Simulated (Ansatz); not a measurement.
**WS2: single-point calculation (part 2 of 2)**

WS2 (P6₃/mmc, 6 atoms in the cell); DFT PBEsol+U, scalar-relativistic, plane waves, PAW, Ueff = 8 eV on W atom 1 d; Ueff = 8 eV on W atom 2 d, spin-polarised (Ansatz 0.2.0); cutoff 420 eV, 7×7×2 k-mesh, Gaussian smearing of 0.05 eV, collinear spins. The structure derives from an entry of the Crystallography Open Database. It belongs to a series of runs on one base structure; here: antiferromagnetic start, free.

Geometry of the input (Å; fractional positions):
```
3.1800  0.0000  0.0000
-1.5900  2.7540  0.0000
0.0000  0.0000  12.5000
W  0.3333  0.6667  0.2500
W  0.6667  0.3333  0.7500
S  0.3333  0.6667  0.6200
S  0.6667  0.3333  0.1200
S  0.3333  0.6667  0.8800
S  0.6667  0.3333  0.3800
```

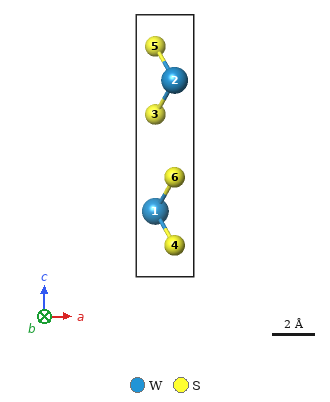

The structure as given in the input (ball-and-stick view of the cell of the calculation, along the b axis; atoms are numbered from 1 in the order of the input).

## Output, continued
```
--- Per-component energies (eV) ---
  E_band       = -397.504268
  E_kinetic    = 1336.435146
  E_local      = -3473.927771  (includes V_loc(G=0)·N_el)
  E_nonlocal   = 124.947494
  E_hartree    = 1364.090988
  E_xc         = -916.327677
  E_vxc        = -828.521176  (∫ρ·V_xc dr)
  E_hubbard    = 14.553099  (on-site DFT+U / exact-exchange correction)
  E_vhub       = -8.298534  (the Hubbard potential's part of the band-sum identity)
  E_paw        = -19210.456168  (= ΣΔE_a)
  E_vpaw       = -276.318734  (= ΣTr[D̂ρ^β])
  E_aug_tail   = -0.000116  (compensation charges beyond the density's cutoff)
  E_ewald      = -3277.545019
  E_core_change = 0.691382  (= ΣΔE_core)
  E_smearing   = -0.002197  (= −TS)
  E_closure    = 0.000000  (closes the sum)
  Σ components = -24037.540839   (vs F -24037.540839, Δ=0.00e0)
--- Specified on-site occupations, and those of the state reported ---
  electrons in the specified blocks: 4.2000 specified, 9.3512 found
  site 0 (l=d) ↑: largest change of an orbital's occupation 0.4660; electrons 2.0000 specified, 3.2874 found; spectral distance 0.7906
  site 1 (l=d) ↓: largest change of an orbital's occupation 0.4660; electrons 2.0000 specified, 3.2874 found; spectral distance 0.7906
  site 0 (l=d) ↓: largest change of an orbital's occupation 0.3506; electrons 0.1000 specified, 1.3882 found; spectral distance 0.6256
  site 1 (l=d) ↑: largest change of an orbital's occupation 0.3506; electrons 0.1000 specified, 1.3882 found; spectral distance 0.6256
--- Forces (eV/Å), atoms counted from 1 ---
  atom   1  W      0.00000000     0.19816038     0.00000000
  atom   2  W     -0.00000000    -0.19816033     0.00000000
  atom   3  S      0.00000000     0.10612191     0.34914186
  atom   4  S     -0.00000000    -0.10612191     0.34914185
  atom   5  S      0.00000000     0.10612191    -0.34914186
  atom   6  S     -0.00000000    -0.10612191    -0.34914185
  max |Σ_I F_I| component: 4.48e-8 eV/Å
--- Stress (GPa, compression-positive) ---
       12.804565       0.000000       0.000000
        0.000000      17.689512       0.000000
        0.000000       0.000000      -2.128601
  P = ⅓ Tr σ = 9.4552 GPa (94.552 kbar)
--- Band table (eV; the first three rows and the last of 64) ---
  k-point 0 ↑: bands = ["-63.7375", "-62.9725", "-28.0959", "-28.0513", "-27.9736", "-27.0974", "-27.0463", "-26.9905", "-4.0775", "-3.8329", "-2.6737", "-2.2132", "2.1714", "4.6574", "5.0083", "7.3824", "7.8052", "8.4520", "8.9210", "9.0820", "9.0881", "9.6672", "9.7480", "9.8000", "9.8200", "12.7285", "12.9147", "13.3641", "13.3712", "13.4790", "14.1257", "14.2157", "14.2757", "15.1283"]
  k-point 1 ↑: bands = ["-63.7375", "-62.9724", "-28.0959", "-28.0514", "-27.9736", "-27.0974", "-27.0463", "-26.9905", "-3.9861", "-3.9538", "-2.4958", "-2.3706", "2.2098", "4.6573", "4.9168", "7.3981", "7.9250", "8.5919", "8.9424", "9.0820", "9.0915", "9.4330", "9.6688", "9.7944", "9.8181", "12.7304", "13.0240", "13.3628", "13.3699", "13.4802", "14.1276", "14.2165", "14.2914", "15.1255"]
  k-point 2 ↑: bands = ["-63.7299", "-62.9725", "-28.1198", "-28.0848", "-27.9902", "-27.0851", "-27.0600", "-27.0504", "-3.7432", "-3.4991", "-2.4904", "-2.0761", "2.6879", "5.1417", "5.3055", "6.9737", "7.0613", "7.9288", "8.3085", "8.3947", "8.6173", "9.2147", "9.3506", "9.7088", "9.8781", "12.1213", "12.3111", "12.8229", "13.2001", "13.8606", "14.1570", "14.3738", "14.7412", "15.1471"]
  k-point 31 ↓: bands = ["-63.7140", "-62.9616", "-28.2579", "-28.1457", "-28.0444", "-27.3033", "-27.0832", "-27.0425", "-2.3346", "-2.1011", "-1.6222", "-1.5877", "3.0875", "4.8273", "5.5966", "5.8127", "6.1117", "6.6167", "6.6409", "7.4108", "7.6170", "8.5842", "8.8357", "8.8653", "8.9794", "10.9525", "12.2699", "13.0554", "13.6791", "14.7520", "14.7690", "14.9083", "15.7216", "15.8396"]
Occupation matrices written to [file]
--- Löwdin populations: 6 sites ---
  site symbol       q [e]    m [muB]
     0      W     13.3183     1.9422
     1      W     13.3183    -1.9422
     2      S      6.2263     0.1830
     3      S      6.2263    -0.1830
     4      S      6.2263     0.1830
     5      S      6.2263    -0.1830
  spilling = 0.008814 (of n_electrons = 52.000000)
--- Occupation matrices: 2 shells (run DFT+U table (all-electron-ortho-atomic); ε = 7.98e-3) ---
  W0 d_5D: site group D3h (-6m2)
  W0 d_5D up     Tr n = 3.2874  λ = 0.455 0.485 0.486 0.925 0.937  [x2-y2 0.99 E'(0.99) | 2× xz 0.50 E''(1.00) | xy 1.00 E'(1.00) | z2 0.99 A1'(0.99)]
  W0 d_5D dn     Tr n = 1.3882  λ = 0.119 0.173 0.359 0.367 0.371  [z2 0.88 A1'(0.88) | xy 1.00 E'(1.00) | 3× xz 0.33 E''(0.67)]
  specified occupation → W0 d_5D up: matrix, ‖Δ‖_F = 0.7963, Tr Δ = -1.2874, displaced = 0.7311, d_λ = 0.7906; orbital distance = 0.1410
  specified occupation → W0 d_5D dn: matrix, ‖Δ‖_F = 0.6256, Tr Δ = -1.2882, displaced = 0.6441, d_λ = 0.6256; orbital distance = 0.0000
  W1 d_5D: site group D3h (-6m2)
  W1 d_5D up     Tr n = 1.3882  λ = 0.119 0.173 0.359 0.367 0.371  [z2 0.88 A1'(0.88) | xy 1.00 E'(1.00) | 3× xz 0.33 E''(0.67)]
  W1 d_5D dn     Tr n = 3.2874  λ = 0.455 0.485 0.486 0.925 0.937  [x2-y2 0.99 E'(0.99) | 2× xz 0.50 E''(1.00) | xy 1.00 E'(1.00) | z2 0.99 A1'(0.99)]
  specified occupation → W1 d_5D up: matrix, ‖Δ‖_F = 0.6256, Tr Δ = -1.2882, displaced = 0.6441, d_λ = 0.6256; orbital distance = 0.0000
  specified occupation → W1 d_5D dn: matrix, ‖Δ‖_F = 0.7963, Tr Δ = -1.2874, displaced = 0.7311, d_λ = 0.7906; orbital distance = 0.1410
  Tr n, λ and their labels are of the run-group-symmetrised matrices; stabiliser: 8 of 48 elements of G0×{1,Θ} (closed), max defect 4.9e-8 at τ = 1.7e-3
```

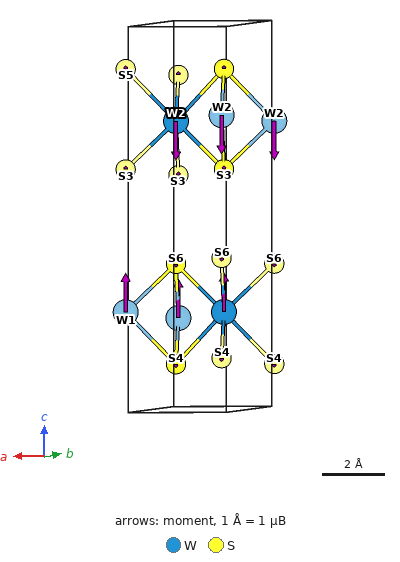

Magnetic moments of the sites as pink arrows (ball-and-stick view of the cell of the calculation, seen at an oblique angle; neighbours outside the cell are drawn fainter; atoms are numbered from 1 in the order of the input); small moments hardly show. The run is collinear, so the axis drawn is arbitrary. Site moments: W2 (−1.28 μB); W1 (1.28 μB); S4, S6 (−0.12 μB); S3, S5 (0.12 μB). They are counted near the atoms and needn't add up to the moment of the cell.

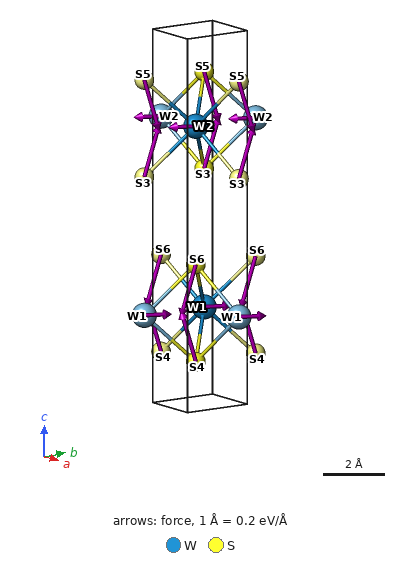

Forces on the atoms as pink arrows (ball-and-stick view of the cell of the calculation, seen slightly off an axis; neighbours outside the cell are drawn fainter; atoms are numbered from 1 in the order of the input). The largest act on all 4 S atoms (0.36 eV/Å); W1, W2 (0.20 eV/Å). The geometry is not a stationary point of this energy.

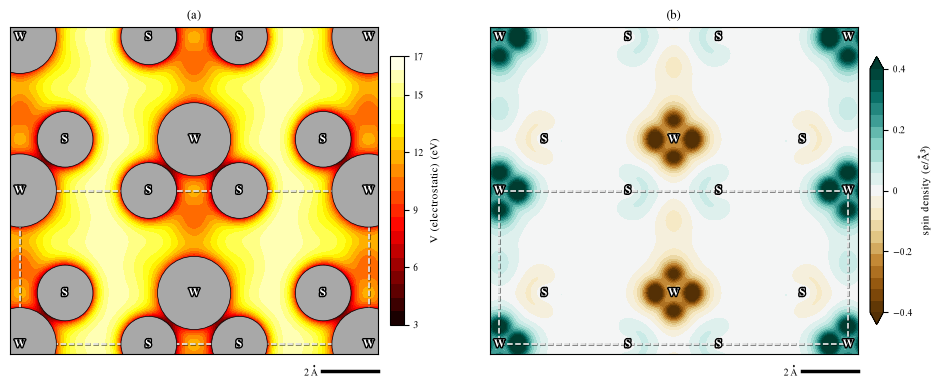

(a) electrostatic potential energy of an electron; (b) spin density on the (110) plane of the conventional cell of the magnetic structure. Grey discs, where drawn, cover atomic cores. The plane passes through W and S nuclei. The cell of the calculation (6 atoms) carries 0.0 μB net. Outside the cores the potential energy rises away from the atoms and is highest about 2.3 Å from the nearest atoms; outside the discs it spans about 12 eV, and its zero is arbitrary. Core electrons are frozen (PAW), so the fields are smoothed inside the atomic spheres.

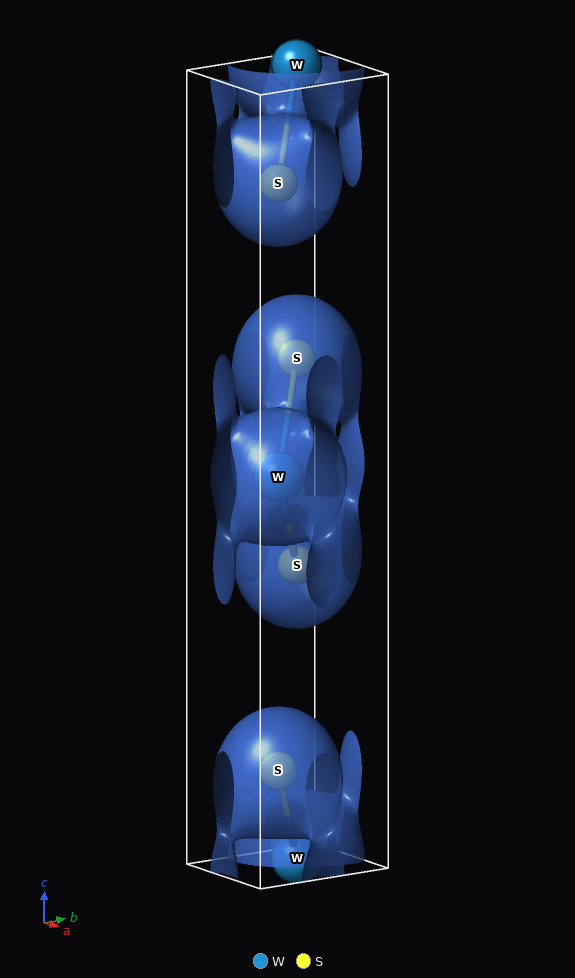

Isosurface of the valence electron density at 0.5 e/Å³ (blue), seen slightly off an axis. Sticks mark near contacts. The outline is the cell set on symmetry axes of the magnetic structure. At this value the density is joined into sheets; it holds about 70 % of the electrons treated as valence (semicore included). On the grid the lowest density along these lines, outside the cores, is 0.57 e/Å³ (W–S, 2.45 Å).

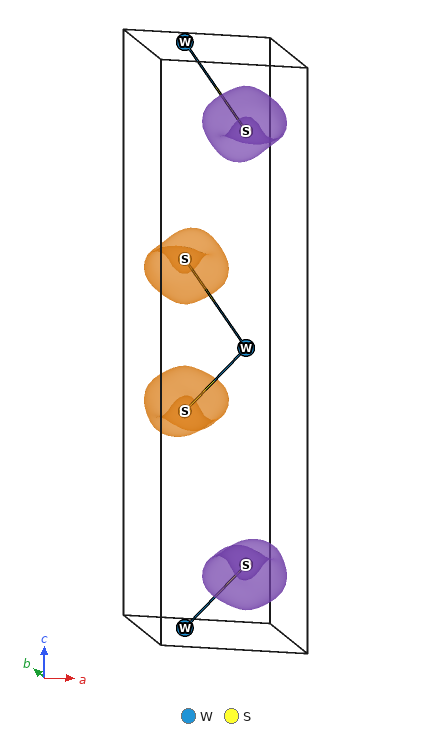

Isosurfaces of the magnetisation density (up minus down) at +0.03 (orange) and −0.03 e/Å³ (purple), seen slightly off an axis. Sticks mark near contacts. The outline is the cell set on symmetry axes of the magnetic structure. The cell of the calculation (6 atoms) carries 0.0 μB net.

## Key numbers

| quantity | value |
| --- | --- |
| outcome | converged |
| space group (tolerance 0.01 Å) | P6₃/mmc (194) |
| electrons treated | 52 |
| free energy | −24037.5408 eV |
| Fermi energy | 11.440 eV |
| gap on the k-point mesh | none (metallic) |
| net moment of the cell | 0.00 μB |
| integrated absolute moment | 4.42 μB |
| pressure | 9.46 GPa |
| largest force (length of the vector) | 0.365 eV/Å |
| wall time | 12 s (CPU time 46 s) |
| peak memory | 0.62 GiB |

## Notes

Warnings of the run: the occupation matrices lower the symmetry. Spin–orbit coupling is left out, which matters for W.
